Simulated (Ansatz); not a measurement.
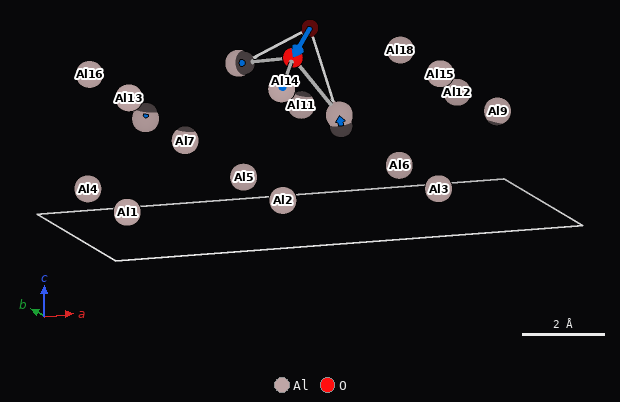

This is a constrained relaxation of a slab of composition Al18O. The starting structure is drawn faded, the final one solid; blue arrows show the displacements, at their true length.

A ball-and-stick model of the cell of the calculation, outlined in the plane, without the vacuum (origin shifted), seen slightly off an axis.

It is O on Al(110), set down by a guess. The run prepares an end point of a later path (adatom hop) calculation, from a guessed geometry. 6 atoms are held fixed.

Computed with DFT PBE, scalar-relativistic, plane waves, PAW (Ansatz 0.2.0). Settings: plane-wave cutoff 420 eV; k-point mesh 2 × 4 × 1; occupations gaussian; smearing width 0.05 eV; no spin polarisation; atoms relaxed in a fixed cell; force threshold 0.03 eV/Å; at most 60 steps.

What did the optimiser do to the structure, and how much energy did it gain?

After 7 geometry steps the energy has fallen by 1.991 eV per cell of the calculation. The largest force component goes from 2.5 to 0.029 eV/Å. The atom that moves furthest is the O atom (1.03 Å at 56° to the normal (−c side)). By element the largest moves are O 1.03 Å, Al 0.28 Å. The cell doesn't change. Near-neighbour distances that change, for instance: Al–O 2.627 → 1.832 Å, Al–O 2.522 → 1.944 Å, Al–O 1.915 → 1.833 Å. New bonds form, among them: Al–O (2.63 → 1.83 Å).

Limits of the set-up: the periodic images lie only 5.7 Å apart, so the values are limited by the cell's size.
